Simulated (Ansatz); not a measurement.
# Calculations on Cr

## 1. Relaxation

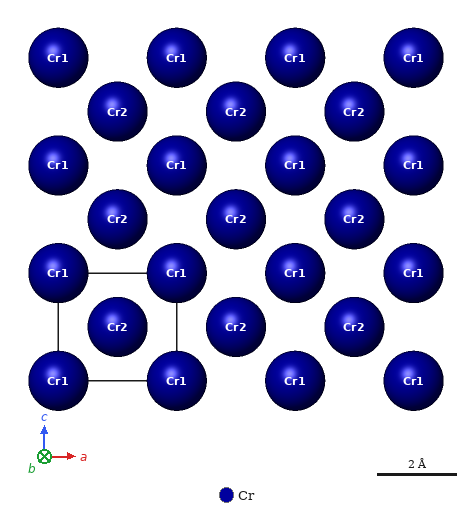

This is the input geometry for a relaxation of a crystal of Cr (set up in I4/mmm). The picture is a spheres-only view of the cell of the calculation, repeated 3 × 1 × 3 with one cell outlined, seen along the b axis.

Case: biaxial strain in the a-b plane of +6.0 %; c and atoms relaxed.

All numbers below come from DFT PBE, scalar-relativistic, plane waves, PAW in Ansatz 0.2.0.

Input file:
```yaml
crystal:
  lattice:
    - [3.0186998173, 0.0, 0.0]
    - [0.0, 3.0186998173, 0.0]
    - [0.0, 0.0, 2.7453081357]
  atoms:
    - { symbol: Cr, position: [0.0, 0.0, 0.0] }
    - { symbol: Cr, position: [0.5, 0.5, 0.5] }
basis:
  ecutwfc: 420
kpoints:
  mp_grid: { grid: [18, 18, 18] }
hamiltonian:
  xc: pbe
scf:
  occupations: { method: gaussian, width: 0.1 }
output:
  forces: true
  stress: true
  eigenvalues: true
relax:
  adjacent_minimum: "off"
  f_tol: 0.008
  max_steps: 40
  cell: { stress_tol: 0.015, fix: [a, b, gamma] }
```

Launched with:
```bash
ansatz run input.yaml --threads 1 --pin off --max-ram 2560MiB --backend cpu --events-out ev --progress --plain --runs-dir out
```

**What does the optimiser find from here?**

After 2 accepted moves (3 points after the start) the energy has fallen by 0.3 meV per atom. All forces vanish by symmetry, so only the cell relaxes. Pressure: −16.05 GPa at the start and −16.99 GPa at the end. The SCF was repeated once at an unchanged geometry on a basis and grid sized afresh for the cell, which shifted the energy by less than 0.05 meV per atom at most. No atom moves by more than 0.005 Å relative to the cell. The volume changes by +0.5 %, with a = b unchanged at 3.019 Å, c 2.745 → 2.758 Å (+0.5 %). Among the contacts that change: Cr1–Cr1 2.745 → 2.758 Å. The space group stays I4/mmm (No. 139). Cost: 65 s on 1 thread of Arm Neoverse V1 (shared host), peak memory 0.51 GiB.

Limits of the set-up: an element that often carries a moment was run without spin polarisation.

## 2. Relaxation

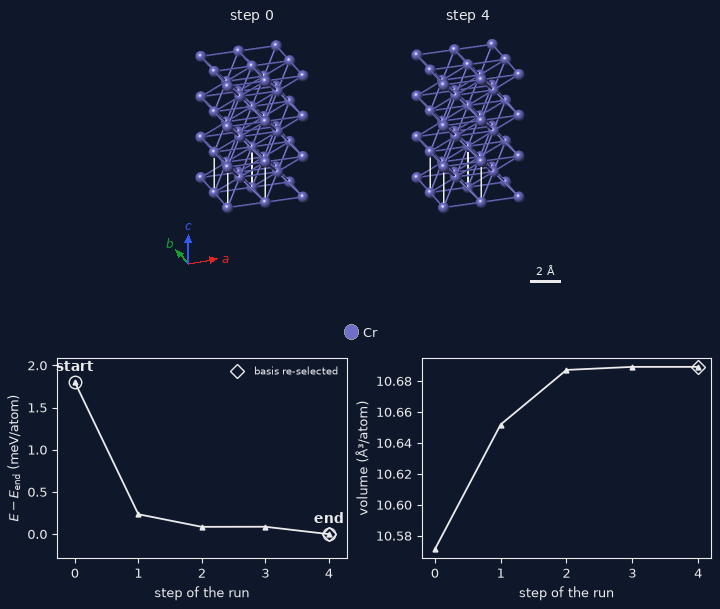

First and last geometry of a relaxation of a crystal of Cr (set up in I4/mmm), with the history of the run. Style: ball-and-stick. Shown: the cell of the calculation, repeated 2 × 2 × 3 with one cell outlined, from a free direction.

Case: biaxial strain in the a-b plane of -6.0 %; c and atoms relaxed.

All numbers below come from DFT PBE, scalar-relativistic, plane waves, PAW in Ansatz 0.2.0. (plane-wave cutoff 420 eV; k-point mesh 18 × 18 × 18; occupations gaussian; smearing width 0.1 eV; no spin polarisation; cell relaxed at fixed a, b, gamma; force threshold 0.008 eV/Å; at most 40 steps)

### What do the curves and the structures tell?

It converged. Over 3 accepted moves (4 points after the start) the energy falls by 1.8 meV per atom. All forces vanish by symmetry, so only the cell relaxes. Pressure: 29.31 GPa at the start and 25.67 GPa at the end. At 1 point the geometry stayed and the basis and grid were re-selected for the new cell (energy shift of 0.1 meV per atom at most each time). No atom moves by more than 0.005 Å relative to the cell. The volume changes by +1.1 %, with a = b unchanged at 2.677 Å, c 2.950 → 2.983 Å (+1.1 %). Near-neighbour distances that change, for instance: Cr–Cr 2.400 → 2.410 Å. The space group stays I4/mmm (No. 139). Cost: 66 s on 1 thread of Arm Neoverse V1 (shared host), peak memory 0.48 GiB.

| step | E − E(0), meV/atom | pressure, GPa | volume, Å³/atom | note |
| --- | --- | --- | --- | --- |
| 0 | 0.00 | 29.31 | 10.571 |  |
| 1 | -1.57 | 26.80 | 10.652 |  |
| 2 | -1.72 | 25.73 | 10.687 |  |
| 3 | -1.72 | 25.67 | 10.689 |  |
| 4 | -1.80 | 25.67 | 10.689 | same geometry, new basis |

Limits of the set-up: an element that often carries a moment was run without spin polarisation.

## 3. Series

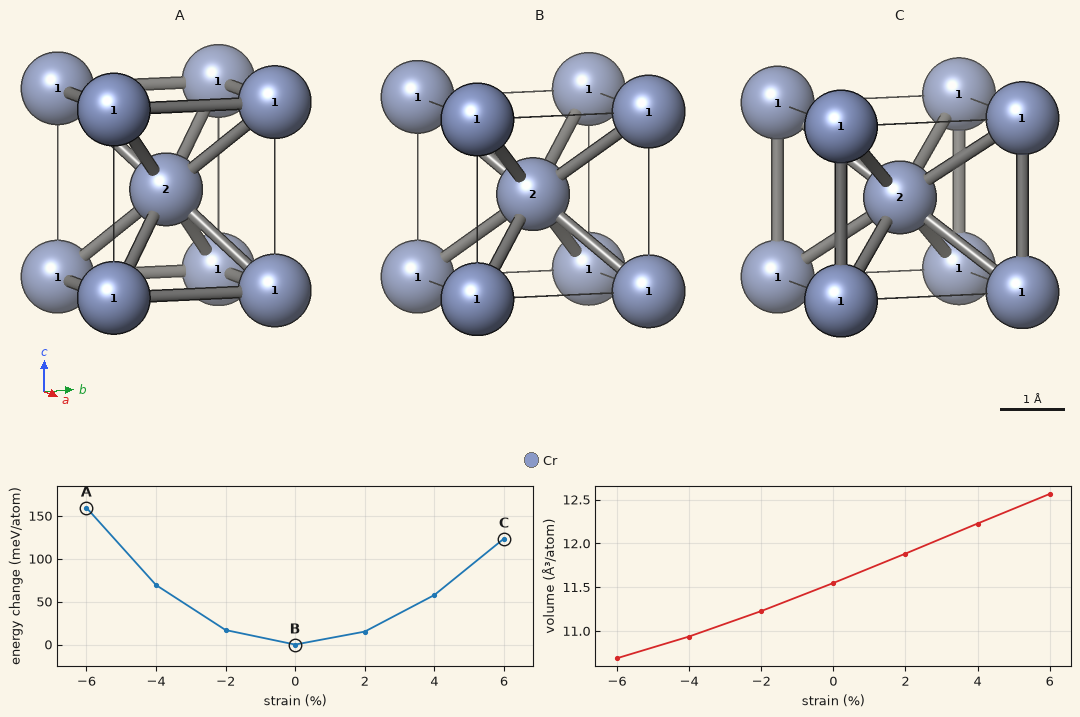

Members of a series of calculations on a crystal of Cr (set up in Im-3m), marked on the first curve. A ball-and-stick model of the cell of the calculation, seen slightly off an axis.

Method: DFT PBE, scalar-relativistic, plane waves, PAW (Ansatz). Settings: plane-wave cutoff 420 eV; k-point mesh 18 × 18 × 18; occupations gaussian; smearing width 0.1 eV; no spin polarisation.

Which kind of strain is it, and how does the structure respond?

Answer. Biaxial strain in the a–b plane, c and atoms relaxed. A (strain −6.0 %): energy change 160 meV/atom, volume 10.69 Å³ per atom. B (strain 0.0 %): energy change 0.0 meV/atom, volume 11.55 Å³ per atom. C (strain 6.0 %): energy change 124 meV/atom, volume 12.57 Å³ per atom. The rest compares A with C. The volume changes by +17.5 %, with a = b 2.677 → 3.019 Å (+12.8 %), c 2.983 → 2.758 Å (−7.6 %). Among the bonded contacts that change: Cr–Cr 2.677 → 3.019 Å, Cr–Cr 2.983 → 2.758 Å, Cr–Cr 2.410 → 2.541 Å.

Limits of the set-up: an element that often carries a moment was run without spin polarisation.
